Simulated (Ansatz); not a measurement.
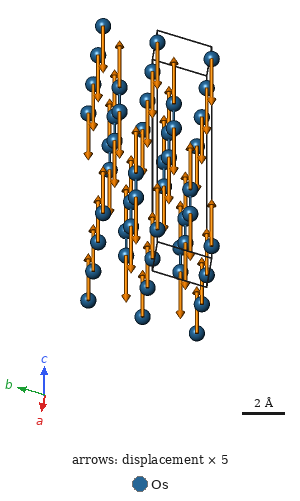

This is a relaxation of solid Os (built on the O_166 type) (coarse preliminary run). The starting structure is drawn; orange arrows show the displacements (the part carried along by the change of the cell is left out), 5 times their true length.

Style: ball-and-stick. Shown: the conventional cell (3 times the calculation's cell), repeated 3 × 2 × 1 with one cell outlined, from a free direction. Lengths and directions refer to the drawn axes.

Case: O type (R-3m, No. 166).

Level of theory: Ansatz 0.2.0, DFT PBE, scalar-relativistic, plane waves, PAW.

Input
```yaml
crystal:
  lattice:
    - [1.5817846479, 0.9132437922, 3.7876842094]
    - [-1.5817846479, 0.9132437922, 3.7876842094]
    - [0.0, -1.8264875845, 3.7876842094]
  atoms:
    - { symbol: Os, position: [0.0577, 0.0577, 0.0577] }
    - { symbol: Os, position: [0.9423, 0.9423, 0.9423] }
basis:
  ecutwfc: 420
kpoints:
  mp_grid: { grid: [6, 6, 6] }
hamiltonian:
  xc: pbe
scf:
  occupations: { method: gaussian, width: 0.1 }
  lower_state_search: "off"
output:
  forces: true
  stress: true
  eigenvalues: true
relax:
  adjacent_minimum: "off"
  f_tol: 0.04
  max_steps: 70
  cell: { stress_tol: 0.4 }
```

> What did the optimiser do to the structure, and how much energy did it gain?

The largest moves relative to the cell, 0.51 Å, are those of Os1 and Os2. Os1 goes along +c. Cell: a = b 3.164 → 2.715 Å (−14.2 %), c 11.363 → 14.380 Å (+26.6 %). Volume −6.8 %. Some distances before and after: Os1–Os2 1.311 → 2.677 Å, Os1–Os1 3.164 → 2.715 Å, Os1–Os2 (another image) 3.077 → 2.633 Å. The space group stays R-3m (No. 166). Over 12 accepted moves (15 points after the start) the energy falls by 36095 meV per atom. The largest force component goes from 350 to 0.0024 eV/Å. Pressure: 764.18 GPa at the start and −0.19 GPa at the end. The line search rejected the trial step at point 7 of the run. The SCF was repeated twice at an unchanged geometry on a basis and grid sized afresh for the cell, which shifted the energy by 35.6 meV per atom at most. The run took roughly 12 core-seconds on a shared host.
